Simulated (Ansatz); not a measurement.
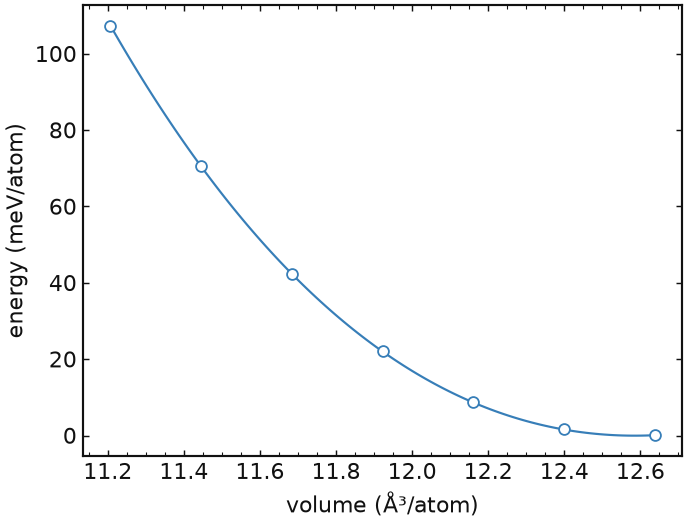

The picture above shows the energy against volume for SnO₂, space group P4_2/mnm (No. 136).

Structure:
```cif
data_structure
_symmetry_space_group_name_H-M 'P 1'
_symmetry_Int_Tables_number 1
_cell_length_a 4.7380
_cell_length_b 4.7380
_cell_length_c 3.1865
_cell_angle_alpha 90.000
_cell_angle_beta 90.000
_cell_angle_gamma 90.000
_cell_volume 71.53
loop_
_atom_site_label
_atom_site_type_symbol
_atom_site_fract_x
_atom_site_fract_y
_atom_site_fract_z
_atom_site_occupancy
Sn1 Sn 0.50000 0.50000 0.50000 1
Sn2 Sn 0.00000 0.00000 0.00000 1
O1 O 0.80710 0.19290 0.50000 1
O2 O 0.69290 0.69290 0.00000 1
O3 O 0.19290 0.80710 0.50000 1
O4 O 0.30710 0.30710 0.00000 1
```

Method: plane-wave DFT, no spin polarisation; energies at scaled volumes of the given cell, shape and fractions fixed, counted from the fit's minimum, third-order Birch-Murnaghan fit (Ansatz 0.2.0). Level: PBE.

- k mesh: 6×6×8
- occupations: Fermi–Dirac
- smearing width: 0.05 eV
- potentials: Ansatz NC
- wave cutoff: 1240 eV
- density cutoff: 4960 eV

From this curve and the settings, what does the calculation give for the pressure at the same points?

The pressure falls from 27.91 GPa at volume 11.21 Å³/atom to −0.75 GPa at 12.64 Å³/atom, and changes sign near 12.59 Å³/atom.

```
volume (Å³/atom)  pressure (GPa)
           11.21           27.91
           11.45           21.72
           11.68           16.18
           11.92           11.22
           12.16            6.78
           12.40            2.80
           12.64           -0.75
```

Note: shape and atomic fractions are frozen while scaling, which makes layered, chain and framework solids too stiff.
